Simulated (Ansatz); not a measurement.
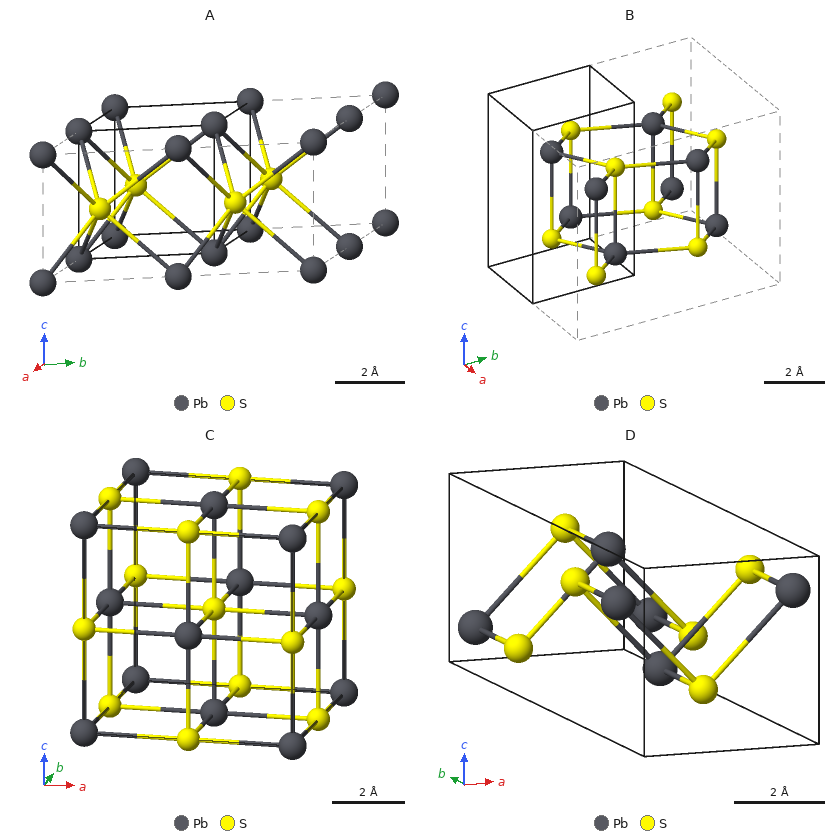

Four structures of PbS, each relaxed to rest (conventional cells in solid outline, small ones repeated, each panel with its own scale). Method: Ansatz 0.2.0, DFT PBE, scalar-relativistic, plane waves, PAW, without spin polarisation.

> Give the type and space group of each panel.

A: tungsten carbide (WC) type, P-6m2; B: 4 atoms a cell on a primitive hexagonal lattice, P6_3/mmc; C: rock salt (NaCl type), Fm-3m; D: 8 atoms a cell on a base-centred orthorhombic lattice, Cmcm.

> Which of these is lowest in energy, and how far above it do the others lie?

C, then D (+38 meV/atom), B (+75 meV/atom) and A (+122 meV/atom), energies at zero smearing.

> Collect the results in a table.

| panel | structure | E − E(lowest) (meV/atom) | volume (Å³/atom) | gap (eV) |
| --- | --- | --- | --- | --- |
| C | Fm-3m | 0 | 27.1 | 0.49 |
| D | Cmcm | 38 | 27.6 | 1.29 |
| B | P6_3/mmc | 75 | 33.0 | 1.45 |
| A | P-6m2 | 122 | 27.4 | metal |

Some of these may be structure types tried for this composition rather than known phases, and the most stable form need not be among them. Gaps are taken on the k-mesh or band path of each run.
